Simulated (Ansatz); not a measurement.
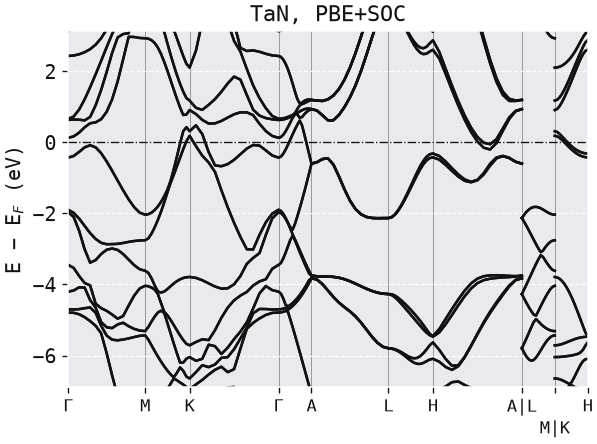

Band structure. Energies are counted from the Fermi level.

System: NiAs-type TaN, space group P6_3/mmc (No. 194), 4 atoms in the cell.

```cif
data_structure
_symmetry_space_group_name_H-M 'P 1'
_symmetry_Int_Tables_number 1
_cell_length_a 2.9218
_cell_length_b 2.9218
_cell_length_c 5.9165
_cell_angle_alpha 90.000
_cell_angle_beta 90.000
_cell_angle_gamma 120.000
_cell_volume 43.74
loop_
_atom_site_label
_atom_site_type_symbol
_atom_site_fract_x
_atom_site_fract_y
_atom_site_fract_z
_atom_site_occupancy
Ta1 Ta 0.00000 0.00000 0.50000 1
Ta2 Ta 0.00000 0.00000 0.00000 1
N1 N 0.33333 0.66667 0.25000 1
N2 N 0.66667 0.33333 0.75000 1
```

Ansatz 0.2.0; PBE, Ansatz PAW, spin-orbit coupling, no magnetisation, 7×7×4 k mesh, 420 eV cutoff, Fermi-Dirac smearing of 0.05 eV.

Is there a gap at the Fermi level?

Answer. A metal: bands cross the Fermi level along this path.

Which levels at Γ lie nearest to the Fermi level?

Answer. At Γ the nearest levels lie 0.43 eV below and 0.13 eV above the Fermi level.

The k mesh is thin for a metal, so its Fermi level is uncertain by some hundredths of an eV. The usual form of TaN is the ε phase (P-62m). Bands are joined in order of energy, so crossings between the computed points show as kinks or gaps.
